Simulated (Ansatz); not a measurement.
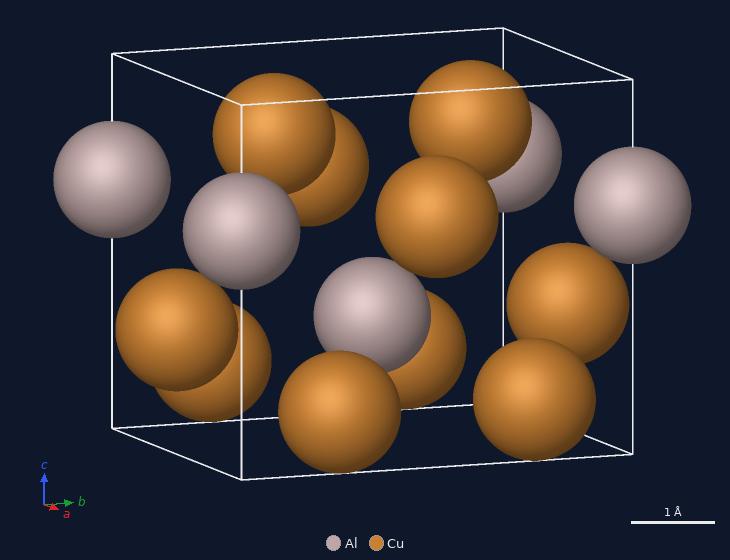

A spheres-only rendering, viewed slightly off an axis. The conventional unit cell is outlined; an atom on or near a face, edge or corner is repeated at each equivalent position.

AlCu₃, space group Pmmn (No. 59), a = 4.18 Å, b = 5.12 Å, c = 4.61 Å, α = 90.00°, β = 90.00°, γ = 90.00°.

The calculation used Ansatz 0.2.0, DFT PBEsol, scalar-relativistic, plane waves, PAW, with a kinetic-energy cutoff of 420 eV, a 10×8×10 grid in reciprocal space, Gaussian smearing of 0.15 eV, no spin polarisation.

### Classify it as metallic or gapped, with the value.

A metal: bands cross the Fermi level.

### How far is the cell from zero pressure?

The computed pressure is -4.1 GPa (stretched: it would shrink). The stress isn't hydrostatic: its largest component is 6.8 GPa.

It goes back to a structure listed in the Materials Project. The cell was then strained or its atoms displaced on purpose. A calculation with Ansatz used it as input.

At this level of theory the cell isn't at rest (stretched, at -4 GPa), so its distances can differ from those at equilibrium, the more so the softer the solid.
